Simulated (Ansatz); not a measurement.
## A series of single points on NbP

System: NbP (I4₁md, 4 atoms in the cell).
Method: Kohn-Sham DFT of a periodic cell, LDA, all-electron LAPW, scalar-relativistic, no spin polarisation (Ansatz 0.2.0).

The 7 runs differ only in the geometry, by an even scaling of the cell at fixed fractional positions. The structure derives from a Materials Project entry.

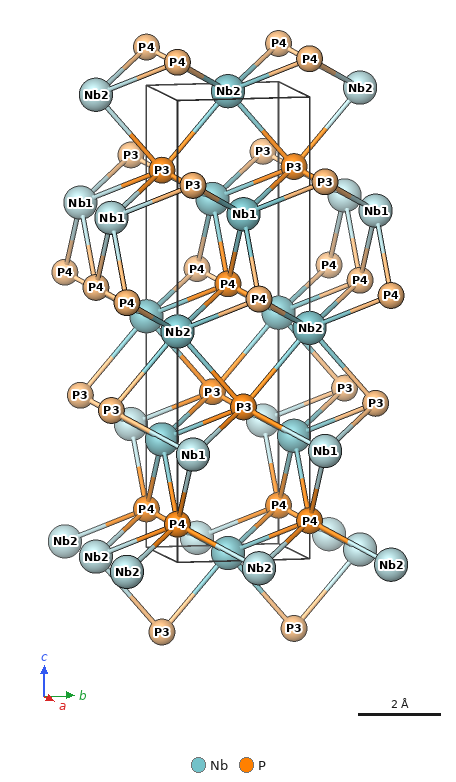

Figure 1. The structure of run 4 (ball-and-stick view of the cell 2 times as large as that of the calculation, set on its symmetry axes, seen slightly off an axis; neighbours outside the cell are drawn fainter; atoms are numbered from 1 in the order of the input). An atom can appear more than once, as a periodic image.

## Input of run 4
```yaml
crystal:
  lattice:
    - [-1.6749232544, 1.6749232544, 5.7401081759]
    - [1.6749232544, -1.6749232544, 5.7401081759]
    - [1.6749232544, 1.6749232544, -5.7401081759]
  atoms:
    - { symbol: Nb, position: [0.2498808, 0.7498808, 0.5] }
    - { symbol: Nb, position: [0.4998808, 0.4998808, 0.0] }
    - { symbol: P, position: [0.83274777, 0.33274777, 0.5] }
    - { symbol: P, position: [0.08274777, 0.08274777, 0.0] }
kpoints:
  mp_grid: { grid: [11, 11, 11] }
scf:
  occupations: { method: fermi_dirac, width: 0.05 }
hamiltonian:
  xc: lda
  pseudopotentials: { kind: all_electron, lapw: { basis_error: 0.002 } }
output:
  forces: true
  stress: true
  eigenvalues: true
```

Command:
```bash
ansatz run input.yaml --threads 2 --pin off --max-ram 6144MiB --backend cpu --events-out ev --progress --plain --runs-dir out
```

Run 6 differs from it as follows:
```diff
-    - [-1.6749232544, 1.6749232544, 5.7401081759]
-    - [1.6749232544, -1.6749232544, 5.7401081759]
-    - [1.6749232544, 1.6749232544, -5.7401081759]
+    - [-1.6969642459, 1.6969642459, 5.8156445774]
+    - [1.6969642459, -1.6969642459, 5.8156445774]
+    - [1.6969642459, 1.6969642459, -5.8156445774]
```

## Results, with one run withheld

```tsv
run	volume per atom (Å³)	free energy per atom, from the lowest run given (meV)	pressure (GPa)
1	15.137	1.10	2.86
2	15.459	0.00	−1.66
3	15.781	7.49	−5.71
4	16.103	22.69	−9.33
5	16.425	44.78	−12.57
6	16.747	?	?
7	17.069	106.79	−18.05
```

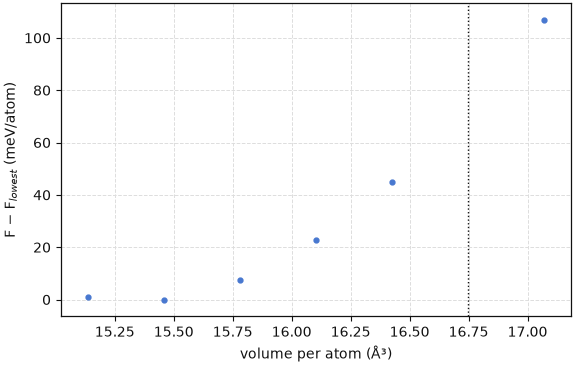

Figure 2. Free energy per atom of the runs given; the dotted line marks run 6.

Fit the runs given and predict run 6.

A cubic polynomial in V^(−2/3) (the Birch–Murnaghan form), fitted to the 6 runs given, misses them by at most 0.01 meV per atom. With x = V^(−2/3) − 0.15766 Å⁻², it reads F = 15.74 − 7529.8 x + 8.6101e+05 x² + 8.6632e+05 x³ (meV per atom). At run 6 it gives 73.03 meV per atom, and the run itself gives 73.03. The slope of the fit gives a pressure −dF/dV of −15.48 GPa there, and the run prints −15.47 GPa. The fit has its minimum at 15.336 Å³ per atom, where V d²F/dV² gives 213 GPa. Cell shape and fractional positions are held, so this is the stiffness under even scaling; the relaxed bulk modulus wasn't computed.

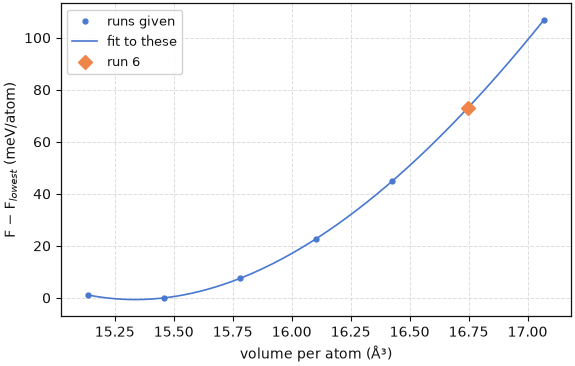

Figure 3. The fit and the withheld run.

## Output, shortened to warnings, some set-up lines, iterations and results (run 6)
```
Basis set: ecut = 201.15174965794023 eV, 433 PW (Γ), FFT grids on a1+a3, a2+a3, a3, exchange–correlation at level 2
Symmetry: 8 space group operations
k-points: 126 of 1331 (time reversal used)
Initial density: superposition of atomic densities (chi_scale 0.1, normalization cell, long waves kept (reshape's long-wave potential 0.00 eV rms))
[...]
SCF iter   1: F=—  HF=-226237.631723 eV  |F-HF|=—  |Δ(HF+E_count)|=         —  Δρ=6.30e-2  dr2=4.14e0  ethr=5.75e-3  ⟨swp⟩=2.0  Hψ=36211  notcnv=0
SCF iter   2: F=—  HF=-226235.245497 eV  |F-HF|=—  |Δ(HF+E_count)|=    2.39e0  Δρ=1.53e-2  dr2=1.22e-1  ethr=1.70e-4  ⟨swp⟩=2.0  Hψ=27979  notcnv=0
SCF iter   3: F=—  HF=-226235.194245 eV  |F-HF|=—  |Δ(HF+E_count)|=   5.13e-2  Δρ=1.41e-2  dr2=1.70e-1  ethr=1.70e-4  ⟨swp⟩=2.0  Hψ=16980  notcnv=0
SCF iter   4: F=—  HF=-226235.171793 eV  |F-HF|=—  |Δ(HF+E_count)|=   2.25e-2  Δρ=4.12e-3  dr2=1.34e-2  ethr=1.70e-4  ⟨swp⟩=2.0  Hψ=15863  notcnv=0
SCF iter   5: F=—  HF=-226235.169542 eV  |F-HF|=—  |Δ(HF+E_count)|=   2.25e-3  Δρ=1.26e-3  dr2=1.82e-3  ethr=1.87e-5  ⟨swp⟩=2.0  Hψ=16047  notcnv=0
SCF iter   6: F=—  HF=-226235.169354 eV  |F-HF|=—  |Δ(HF+E_count)|=   1.88e-4  Δρ=4.43e-4  dr2=2.13e-4  ethr=2.52e-6  ⟨swp⟩=2.0  Hψ=16047  notcnv=0
SCF iter   7: F=—  HF=-226235.169319 eV  |F-HF|=—  |Δ(HF+E_count)|=   3.50e-5  Δρ=1.17e-4  dr2=1.42e-5  ethr=2.95e-7  ⟨swp⟩=2.0  Hψ=16047  notcnv=0
SCF iter   8: F=—  HF=-226235.169314 eV  |F-HF|=—  |Δ(HF+E_count)|=   5.23e-6  Δρ=4.24e-5  dr2=1.79e-6  ethr=1.97e-8  ⟨swp⟩=2.0  Hψ=16047  notcnv=0
SCF iter   9: F=—  HF=-226235.169313 eV  |F-HF|=—  |Δ(HF+E_count)|=   7.08e-7  Δρ=1.55e-5  dr2=2.68e-7  ethr=2.48e-9  ⟨swp⟩=2.0  Hψ=16047  notcnv=0
SCF iter  10: F=-226235.169313 eV  HF=-226235.169313 eV  |F-HF|=1.60e-8  |Δ(HF+E_count)|=   9.03e-8  Δρ=3.85e-6  dr2=1.61e-8  ethr=3.72e-10  ⟨swp⟩=2.0  Hψ=16047  notcnv=0
SCF 1 converged in 10 iterations: F = -226235.169313 eV  dr2 = 1.61e-8
SCF converged after 10 iterations
Free energy (F): -226235.169313 eV
Harris-Foulkes:  -226235.169313 eV  (|F-HF|=1.60e-8)
Internal energy: -226235.163422 eV  (E = F + TS)
E sigma→0 (E₀):  -226235.166368 eV
Entropy (-TS):   -0.005891 eV (-1.473 meV/atom)
Fermi energy:    15.662118 eV
--- Per-component energies (eV) ---
  E_band       = -5503.678702
  E_kinetic    = 233383.787631
  E_xc         = -7460.254563
  E_electrostatic = -452158.696490  (all electrons and nuclei)
  E_smearing   = -0.005891  (= −TS)
  E_closure    = 0.000000  (closes the sum)
  E_atoms      = -226196.461677  (free atoms, spherical and without spin; not in F)
  Σ components = -226235.169313   (vs F -226235.169313, Δ=0.00e0)
  Basis errors (estimates in eV, not in F): energy 7.2e-4 per atom: plane waves 6.7e-4 (3.7e-4 summed), levels above the bands 5.7e-51, relativity 4.5e-9, radial functions 4.1e-5, core shells 3.1e-6; eigenvalues (radial functions only) 3.4e-6; not estimated: angular momenta, meshes, grids; target …
--- Forces (eV/Å), atoms counted from 1 ---
  atom   1  Nb    -0.00000000     0.00000000     0.00228961
  atom   2  Nb    -0.00000000     0.00000000     0.00228961
  atom   3  P      0.00000000     0.00000000    -0.00228905
  atom   4  P      0.00000000     0.00000000    -0.00228905
  max |Σ_I F_I| component: 1.13e-6 eV/Å
--- Stress (GPa, compression-positive) ---
      -15.867223       0.000000      -0.000000
        0.000000     -15.867223      -0.000000
       -0.000000      -0.000000     -14.669244
  P = ⅓ Tr σ = -15.4679 GPa (-154.679 kbar)
```
